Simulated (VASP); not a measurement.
Single-point calculation, with input and output: Al15N16 (part 3 of 4)

Continued. System: Al15N16 (defect cell, 31 atoms in the cell). Method: Kohn-Sham DFT of a periodic cell, PBEsol, VASP PAW PBE potentials, recommended, spin-polarised (VASP 6.6.1); cutoff 450 eV, 3×3×2 k-mesh, Gaussian smearing of 0.03 eV, collinear spins. The structure derives from an entry of the Crystallography Open Database.

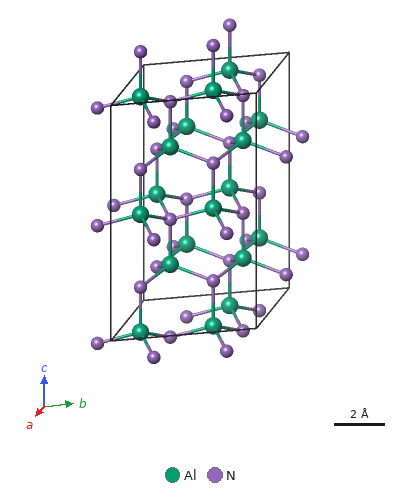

The input geometry (ball-and-stick view of the cell of the calculation, seen slightly off an axis; bonded neighbours outside the cell are drawn too). An atom can appear more than once, as a periodic image.

Parts of OUTCAR, continued:
```
 k-point     2 :       0.3333    0.0000    0.0000
  band No.  band energies     occupation
      1      -9.2787      1.00000
      2      -8.4465      1.00000
      3      -8.4033      1.00000
      4      -8.2545      1.00000
      5      -7.7884      1.00000
      6      -7.7554      1.00000
      7      -7.6991      1.00000
      8      -7.5357      1.00000
      9      -7.3542      1.00000
     10      -7.2902      1.00000
     11      -7.1770      1.00000
     12      -7.1671      1.00000
     13      -6.9412      1.00000
     14      -6.8248      1.00000
     15      -6.7005      1.00000
     16      -6.5508      1.00000
     17       0.0139      1.00000
     18       0.2670      1.00000
     19       0.2696      1.00000
     20       0.3614      1.00000
     21       0.3788      1.00000
     22       0.6936      1.00000
     23       0.7290      1.00000
     24       0.7732      1.00000
     25       0.9267      1.00000
     26       1.2292      1.00000
     27       1.3388      1.00000
     28       1.6428      1.00000
     29       1.9474      1.00000
     30       2.0382      1.00000
     31       2.0637      1.00000
     32       2.1058      1.00000
     33       2.3211      1.00000
     34       2.5938      1.00000
     35       2.6259      1.00000
     36       2.8732      1.00000
     37       2.8863      1.00000
     38       3.0160      1.00000
     39       3.1274      1.00000
     40       3.1649      1.00000
     41       3.6173      1.00000
     42       3.6555      1.00000
     43       3.9495      1.00000
     44       3.9854      1.00000
     45       4.0015      1.00000
     46       4.0297      1.00000
     47       4.1176      1.00000
     48       4.1576      1.00000
     49       4.1964      1.00000
     50       4.2417      1.00000
     51       4.2634      1.00000
     52       4.3491      1.00000
     53       4.4273      1.00000
     54       4.5267      1.00000
     55       4.5754      1.00000
     56       4.5981      1.00000
     57       4.7025      1.00000
     58       4.7088      1.00000
     59       4.9518      1.00000
     60       5.0335      1.00000
     61       5.1633      1.00000
     62       5.4288      1.00000
     63       6.0227      0.00000
     64       6.2080      0.00000
     65      11.0334      0.00000
     66      11.2390      0.00000
     67      11.2690      0.00000
     68      11.3632      0.00000
     69      11.4501      0.00000
     70      11.7303      0.00000
     71      11.7594      0.00000
     72      11.8751      0.00000
     73      12.0221      0.00000
     74      12.1001      0.00000

 k-point     3 :       0.3333    0.3333    0.0000
  band No.  band energies     occupation
      1      -8.7101      1.00000
      2      -8.6870      1.00000
      3      -8.5772      1.00000
      4      -7.9758      1.00000
      5      -7.9566      1.00000
      6      -7.8771      1.00000
      7      -7.8577      1.00000
      8      -7.8194      1.00000
      9      -7.4505      1.00000
     10      -7.2743      1.00000
     11      -7.1800      1.00000
     12      -6.9956      1.00000
     13      -6.9498      1.00000
     14      -6.8110      1.00000
     15      -6.7241      1.00000
     16      -6.5867      1.00000
     17       0.6407      1.00000
     18       0.6435      1.00000
     19       0.7092      1.00000
     20       0.7114      1.00000
     21       0.7245      1.00000
     22       0.9596      1.00000
     23       1.2721      1.00000
     24       1.3186      1.00000
     25       1.3418      1.00000
     26       1.3437      1.00000
     27       1.3755      1.00000
     28       1.6121      1.00000
     29       1.6464      1.00000
     30       1.7715      1.00000
     31       1.8835      1.00000
     32       1.8908      1.00000
     33       2.1485      1.00000
     34       2.1638      1.00000
     35       2.2082      1.00000
     36       2.2986      1.00000
     37       2.5319      1.00000
     38       2.9816      1.00000
     39       3.1938      1.00000
     40       3.2787      1.00000
     41       3.4478      1.00000
     42       3.6327      1.00000
     43       3.6561      1.00000
     44       3.6806      1.00000
     45       3.7192      1.00000
     46       3.7400      1.00000
     47       3.7930      1.00000
     48       3.9996      1.00000
     49       4.0237      1.00000
     50       4.1152      1.00000
     51       4.2663      1.00000
     52       4.3033      1.00000
     53       4.4126      1.00000
     54       4.4740      1.00000
     55       4.5172      1.00000
     56       4.5464      1.00000
     57       4.7340      1.00000
     58       4.7466      1.00000
     59       4.7526      1.00000
     60       4.9330      1.00000
     61       5.0735      1.00000
     62       5.1101      1.00000
     63       5.7959      0.00000
     64       6.2537      0.00000
     65      10.6591      0.00000
     66      12.0546      0.00000
     67      12.1178      0.00000
     68      12.1310      0.00000
     69      12.1846      0.00000
     70      12.2116      0.00000
     71      12.2938      0.00000
     72      12.4531      0.00000
     73      12.5403      0.00000
     74      12.6944      0.00000

 k-point     4 :       0.0000    0.0000    0.5000
  band No.  band energies     occupation
      1      -9.5225      1.00000
      2      -9.1439      1.00000
      3      -7.9543      1.00000
      4      -7.7021      1.00000
      5      -7.6911      1.00000
      6      -7.6911      1.00000
      7      -7.5746      1.00000
      8      -7.4377      1.00000
      9      -7.4377      1.00000
     10      -7.2603      1.00000
     11      -7.0968      1.00000
     12      -7.0968      1.00000
     13      -6.9780      1.00000
     14      -6.7427      1.00000
     15      -6.7427      1.00000
     16      -6.5477      1.00000
     17      -0.3061      1.00000
     18      -0.2893      1.00000
     19      -0.2893      1.00000
     20      -0.0377      1.00000
     21      -0.0377      1.00000
     22       0.0651      1.00000
     23       0.2405      1.00000
     24       0.5217      1.00000
     25       0.6760      1.00000
     26       0.7323      1.00000
     27       0.7323      1.00000
     28       0.8334      1.00000
     29       0.8334      1.00000
     30       2.0272      1.00000
     31       2.8736      1.00000
     32       2.8736      1.00000
     33       3.0458      1.00000
     34       3.0458      1.00000
     35       3.0666      1.00000
     36       3.4357      1.00000
     37       3.4785      1.00000
     38       3.4785      1.00000
     39       3.6106      1.00000
     40       3.6875      1.00000
     41       3.8923      1.00000
     42       3.8923      1.00000
     43       4.2655      1.00000
     44       4.2655      1.00000
     45       4.3199      1.00000
     46       4.3384      1.00000
     47       4.4327      1.00000
     48       4.4327      1.00000
     49       4.4734      1.00000
     50       4.4882      1.00000
     51       4.5660      1.00000
     52       4.5660      1.00000
     53       4.6267      1.00000
     54       4.6267      1.00000
     55       4.6584      1.00000
     56       4.8034      1.00000
     57       4.8034      1.00000
     58       5.0183      1.00000
     59       5.0183      1.00000
     60       5.2639      1.00000
     61       5.2639      1.00000
     62       5.8660      0.00000
     63       6.1034      0.00000
     64       6.1034      0.00000
     65      10.4831      0.00000
     66      10.4831      0.00000
     67      10.5286      0.00000
     68      10.5816      0.00000
     69      10.7050      0.00000
     70      10.8169      0.00000
     71      10.8169      0.00000
     72      10.9843      0.00000
     73      11.2721      0.00000
     74      11.2751      0.00000

 k-point     5 :       0.3333    0.0000    0.5000
  band No.  band energies     occupation
      1      -9.1841      1.00000
      2      -8.8305      1.00000
      3      -8.3236      1.00000
      4      -7.9999      1.00000
      5      -7.7513      1.00000
      6      -7.7432      1.00000
      7      -7.6620      1.00000
      8      -7.4765      1.00000
      9      -7.4734      1.00000
     10      -7.3315      1.00000
     11      -7.2009      1.00000
     12      -7.0687      1.00000
     13      -7.0010      1.00000
     14      -6.8333      1.00000
     15      -6.7226      1.00000
     16      -6.5774      1.00000
     17       0.2001      1.00000
     18       0.2197      1.00000
     19       0.4165      1.00000
     20       0.4391      1.00000
     21       0.4865      1.00000
     22       0.5077      1.00000
     23       0.6338      1.00000
     24       0.8285      1.00000
     25       0.9754      1.00000
     26       1.0067      1.00000
     27       1.1314      1.00000
     28       1.4631      1.00000
     29       1.5309      1.00000
     30       2.0431      1.00000
     31       2.3424      1.00000
     32       2.4088      1.00000
     33       2.5376      1.00000
     34       2.5470      1.00000
     35       2.6932      1.00000
     36       2.9460      1.00000
     37       3.1733      1.00000
     38       3.2680      1.00000
     39       3.2976      1.00000
     40       3.3537      1.00000
     41       3.4973      1.00000
     42       3.5669      1.00000
     43       3.6320      1.00000
     44       3.6644      1.00000
     45       3.6997      1.00000
     46       3.7629      1.00000
     47       3.8350      1.00000
     48       3.9016      1.00000
     49       4.0814      1.00000
     50       4.2586      1.00000
     51       4.4898      1.00000
     52       4.5317      1.00000
     53       4.5773      1.00000
     54       4.6519      1.00000
     55       4.6813      1.00000
     56       4.7813      1.00000
     57       4.7901      1.00000
     58       4.8837      1.00000
     59       4.9553      1.00000
     60       4.9890      1.00000
     61       5.1119      1.00000
     62       5.2949      1.00000
     63       6.0196      0.00000
     64       6.2047      0.00000
     65      11.1398      0.00000
     66      11.2139      0.00000
     67      11.2149      0.00000
     68      11.2353      0.00000
     69      11.3350      0.00000
     70      11.5166      0.00000
     71      11.6466      0.00000
     72      11.7200      0.00000
     73      12.0867      0.00000
     74      12.4491      0.00000

 k-point     6 :       0.3333    0.3333    0.5000
  band No.  band energies     occupation
      1      -8.6115      1.00000
      2      -8.5768      1.00000
      3      -8.5455      1.00000
      4      -8.3519      1.00000
      5      -8.3429      1.00000
      6      -7.9755      1.00000
      7      -7.3990      1.00000
      8      -7.3877      1.00000
      9      -7.2688      1.00000
     10      -7.2256      1.00000
     11      -7.2015      1.00000
     12      -7.1733      1.00000
     13      -7.1451      1.00000
     14      -6.8898      1.00000
     15      -6.7328      1.00000
     16      -6.6179      1.00000
     17       0.7504      1.00000
     18       0.7524      1.00000
     19       0.7892      1.00000
     20       0.8378      1.00000
     21       0.8612      1.00000
     22       0.8649      1.00000
     23       0.9038      1.00000
     24       0.9567      1.00000
     25       1.1735      1.00000
     26       1.2780      1.00000
     27       1.2801      1.00000
     28       1.5622      1.00000
     29       1.8423      1.00000
     30       1.8599      1.00000
     31       1.8992      1.00000
     32       2.1718      1.00000
     33       2.1902      1.00000
     34       2.4217      1.00000
     35       2.5157      1.00000
     36       2.7068      1.00000
     37       2.7224      1.00000
     38       2.8416      1.00000
     39       2.9008      1.00000
     40       3.0317      1.00000
     41       3.3281      1.00000
     42       3.3436      1.00000
     43       3.4779      1.00000
     44       3.5216      1.00000
     45       3.5861      1.00000
     46       3.7884      1.00000
     47       3.8377      1.00000
     48       3.8664      1.00000
     49       3.9572      1.00000
     50       4.2004      1.00000
     51       4.2434      1.00000
     52       4.3266      1.00000
     53       4.3383      1.00000
     54       4.4214      1.00000
     55       4.4282      1.00000
     56       4.5736      1.00000
     57       4.8373      1.00000
     58       4.8919      1.00000
     59       4.9749      1.00000
     60       4.9987      1.00000
     61       5.0503      1.00000
     62       5.1858      1.00000
     63       5.7975      0.00000
     64       6.3046      0.00000
     65      11.2273      0.00000
     66      11.7129      0.00000
     67      11.9628      0.00000
     68      11.9695      0.00000
     69      12.0384      0.00000
     70      12.1738      0.00000
     71      12.1968      0.00000
     72      12.3564      0.00000
     73      12.6582      0.00000
     74      12.6931      0.00000
 [bands above 74 left out]

------------------------ aborting loop because EDIFF is reached ----------------------------------------

  FORCE on cell =-STRESS in cart. coord.  units (eV):
  Direction    XX          YY          ZZ          XY          YZ          ZX
  --------------------------------------------------------------------------------------
  -------------------------------------------------------------------------------------
  Total       -2.4782171     -2.4782171     -1.9276355     -0.0000000      0.0000000     -0.0000000
  in kB      -11.8981401    -11.8981401     -9.2547490     -0.0000000      0.0000000     -0.0000000
  external PRESSURE =     -11.0170098 kB  Pullay stress =       0.0000000 kB

 VOLUME and BASIS-vectors are now :
 -----------------------------------------------------------------------------
  energy-cutoff  :      450.00
  volume of cell :      333.71
      direct lattice vectors                 reciprocal lattice vectors
     6.220000861  0.000000000  0.000000000     0.160771682  0.092821574  0.000000000
    -3.110000430  5.386678757  0.000000000     0.000000000  0.185643148  0.000000000
     0.000000000  0.000000000  9.960000000     0.000000000  0.000000000  0.100401606

 POSITION                                       TOTAL-FORCE (eV/Angst)
 -----------------------------------------------------------------------------------
      1.55500      0.89778      4.98000         0.000000      0.000000      0.217050
     -0.00000      3.59112      0.00000         0.645653      0.372768      0.604190
     -0.00000      3.59112      4.98000         0.139656      0.080631     -0.052778
      4.66500      0.89778      0.00000         0.000000     -0.745536      0.604190
      4.66500      0.89778      4.98000         0.000000     -0.161261     -0.052778
      3.11000      3.59112      0.00000        -0.645653      0.372768      0.604190
      3.11000      3.59112      4.98000        -0.139656      0.080631     -0.052778
      0.00000      1.79556      2.49000        -0.266922      0.154107     -0.807482
      0.00000      1.79556      7.47000         0.427826     -0.247005      0.244339
     -1.55500      4.48890      2.49000         0.000000     -0.308215     -0.807482
     -1.55500      4.48890      7.47000         0.000000      0.494011      0.244339
      3.11000      1.79556      2.49000         0.266922      0.154107     -0.807482
      3.11000      1.79556      7.47000        -0.427826     -0.247005      0.244339
      1.55500      4.48890      2.49000         0.000000      0.000000     -0.251723
      1.55500      4.48890      7.47000         0.000000      0.000000      0.257375
      1.55500      0.89778      1.90236         0.000000      0.000000      1.468935
      1.55500      0.89778      6.88236         0.000000      0.000000     -0.370371
     -0.00000      3.59112      1.90236        -0.020126     -0.011620      0.221381
     -0.00000      3.59112      6.88236        -0.010243     -0.005914     -0.174420
      4.66500      0.89778      1.90236         0.000000      0.023239      0.221381
      4.66500      0.89778      6.88236         0.000000      0.011828     -0.174420
      3.11000      3.59112      1.90236         0.020126     -0.011620      0.221381
      3.11000      3.59112      6.88236         0.010243     -0.005914     -0.174420
      0.00000      1.79556      4.39236         0.107338     -0.061972      0.005880
      0.00000      1.79556      9.37236        -1.184234      0.683718     -0.454778
     -1.55500      4.48890      4.39236         0.000000      0.123943      0.005880
     -1.55500      4.48890      9.37236         0.000000     -1.367435     -0.454778
      3.11000      1.79556      4.39236        -0.107338     -0.061972      0.005880
      3.11000      1.79556      9.37236         1.184234      0.683718     -0.454778
      1.55500      4.48890      4.39236         0.000000      0.000000      0.126186
      1.55500      4.48890      9.37236         0.000000      0.000000     -0.206448
 -----------------------------------------------------------------------------------
    total drift:                                0.000000      0.000001      0.033553

  FREE ENERGIE OF THE ION-ELECTRON SYSTEM (eV)
  ---------------------------------------------------
  free  energy   TOTEN  =      -236.3286009092 eV

  energy  without entropy=     -236.3285974634  energy(sigma->0) =     -236.32859919

 total charge

# of ion       s       p       d       tot
------------------------------------------
    1        0.369   0.445   0.000   0.814
    2        0.371   0.442   0.000   0.814
    3        0.369   0.443   0.000   0.812
    4        0.371   0.442   0.000   0.814
    5        0.369   0.443   0.000   0.812
    6        0.371   0.442   0.000   0.814
    7        0.369   0.443   0.000   0.812
    8        0.370   0.443   0.000   0.814
    9        0.370   0.443   0.000   0.812
   10        0.370   0.443   0.000   0.814
   11        0.370   0.443   0.000   0.812
   12        0.370   0.443   0.000   0.814
   13        0.370   0.443   0.000   0.812
   14        0.369   0.443   0.000   0.812
   15        0.369   0.442   0.000   0.811
   16        1.256   2.426   0.000   3.682
   17        1.224   2.608   0.000   3.832
   18        1.223   2.614   0.000   3.837
   19        1.225   2.611   0.000   3.835
   20        1.223   2.614   0.000   3.837
   21        1.225   2.611   0.000   3.835
   22        1.223   2.614   0.000   3.837
   23        1.225   2.611   0.000   3.835
   24        1.226   2.609   0.000   3.834
   25        1.264   2.409   0.000   3.672
   26        1.226   2.609   0.000   3.834
   27        1.264   2.409   0.000   3.672
   28        1.226   2.609   0.000   3.834
   29        1.264   2.409   0.000   3.672
   30        1.223   2.614   0.000   3.837
   31        1.223   2.611   0.000   3.835
--------------------------------------------------
tot         25.288  47.628   0.000  72.915

 magnetization (x)

# of ion       s       p       d       tot
------------------------------------------
    1        0.001  -0.001   0.000   0.000
    2       -0.000  -0.001   0.000  -0.001
    3        0.000   0.001   0.000   0.001
    4       -0.000  -0.001   0.000  -0.001
    5        0.000   0.001   0.000   0.001
    6       -0.000  -0.001   0.000  -0.001
    7        0.000   0.001   0.000   0.001
    8       -0.002  -0.001   0.000  -0.003
    9        0.000   0.001   0.000   0.001
   10       -0.002  -0.001   0.000  -0.003
   11        0.000   0.001   0.000   0.001
   12       -0.002  -0.001   0.000  -0.003
   13        0.000   0.001   0.000   0.001
   14        0.000   0.000   0.000   0.000
   15        0.000   0.000   0.000   0.000
   16        0.024   0.413   0.000   0.437
   17       -0.000  -0.004   0.000  -0.004
   18       -0.000  -0.002   0.000  -0.002
   19        0.000   0.008   0.000   0.008
   20       -0.000  -0.002   0.000  -0.002
   21        0.000   0.008   0.000   0.008
   22       -0.000  -0.002   0.000  -0.002
   23        0.000   0.008   0.000   0.008
   24        0.001   0.027   0.000   0.028
   25        0.005   0.094   0.000   0.098
   26        0.001   0.027   0.000   0.028
   27        0.005   0.094   0.000   0.098
   28        0.001   0.027   0.000   0.028
   29        0.005   0.094   0.000   0.098
   30        0.000   0.003   0.000   0.003
   31       -0.000  -0.003   0.000  -0.003
--------------------------------------------------
tot          0.035   0.787   0.000   0.823
```
